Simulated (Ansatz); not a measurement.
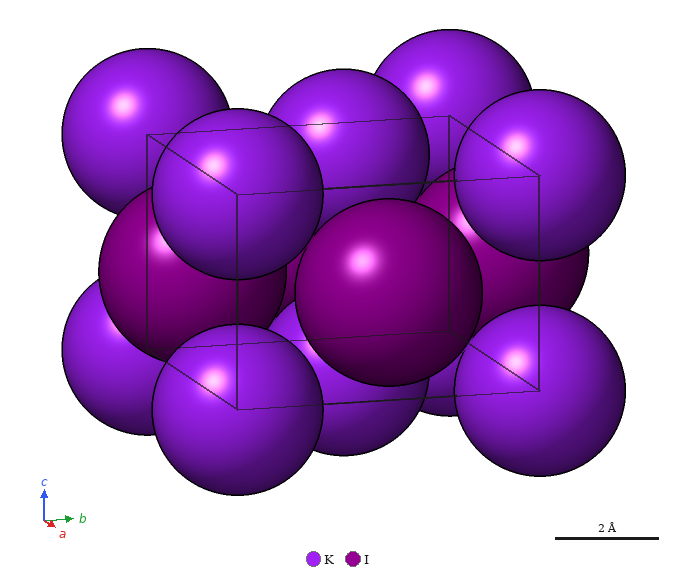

View slightly off an axis, drawn as a space-filling model. The conventional unit cell is drawn as a box.

KI, space group Cmmm (No. 65), a = 5.975 Å, b = 6.161 Å, c = 4.291 Å, α = 90.00°, β = 90.00°, γ = 90.00°. The initial geometry was a structure type filled with these elements by a generator (whether the compound takes this form wasn't checked). The cell was then strained or its atoms displaced on purpose. Ansatz was used for an electronic-structure calculation on it.

This one geometry was computed with Ansatz (DFT, plane waves, PAW) at three levels of theory: HSE06, PBE and r2SCAN. It was relaxed with r2SCAN and then strained.

Question: How does the band gap change with the level of theory?

Answer: PBE: a gap of 3.34 eV, indirect; r2SCAN: a gap of 4.04 eV, indirect; HSE06: a gap of 4.31 eV, indirect.

Question: Collect the results in a table.

Answer:
| level | cutoff (eV) | k-mesh of the run's cell | gap (eV) | pressure (GPa) |
| --- | --- | --- | --- | --- |
| HSE06 | 420 | 4×4×4 | 4.31 | 0.3 |
| PBE | 420 | 6×6×6 | 3.34 | 0.5 |
| r2SCAN | 500 | 6×6×6 | 4.04 | 0.0 |

Gaps are taken on the k-mesh or band path of each run.
